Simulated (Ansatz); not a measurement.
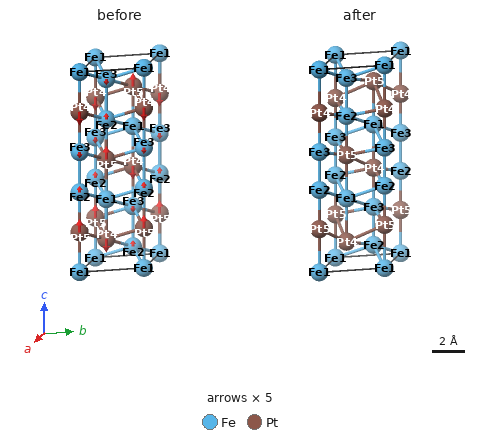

The structure of a crystal of Fe3Pt2 (a generated structure, set up in R-3m) (coarse preliminary run) before (left) and after (right) a relaxation, at one scale. The red arrows give the displacements (the part carried along by the change of the cell is left out), 5 times their true length.

Style: ball-and-stick. Shown: the conventional cell (3 times the calculation's cell), slightly off an axis. Lengths and directions refer to the drawn axes.

Theory: DFT PBE, scalar-relativistic, plane waves, PAW in Ansatz 0.2.0. Settings: plane-wave cutoff 420 eV; k-point mesh 6 × 6 × 6; occupations gaussian; smearing width 0.1 eV; collinear spin; cell and atoms relaxed; force threshold 0.04 eV/Å; at most 70 steps.

Q: What changed between the two?

A: Over 3 accepted moves (4 points after the start) the energy falls by 95.4 meV per atom. The largest force component goes from 1.8 to 0.037 eV/Å. Pressure: 10.80 GPa at the start and 0.23 GPa at the end. At 1 point the geometry stayed and the basis and grid were re-selected for the new cell (energy shift of 0.3 meV per atom at most each time). The largest moves relative to the cell, 0.17 Å, are those of Pt4 and Pt5. Pt5 goes along +c. Largest moves by element: Pt 0.17 Å, Fe 0.08 Å. The drawn cell changes as follows: a = b 4.215 → 4.278 Å (+1.5 %), c 12.906 → 13.077 Å (+1.3 %); the volume changes by +4.4 %. Near-neighbour distances that change, for instance: Fe1–Pt4 2.581 → 2.788 Å, Pt4–Pt5 2.581 → 2.754 Å, Fe2–Fe3 2.581 → 2.453 Å, Fe1–Fe2 2.581 → 2.647 Å. The space group stays R-3m (No. 166). Cost: 18 s on 4 threads of Intel(R) Xeon(R) CPU @ 2.60GHz (Ice Lake), on a shared host, peak memory 0.61 GiB.
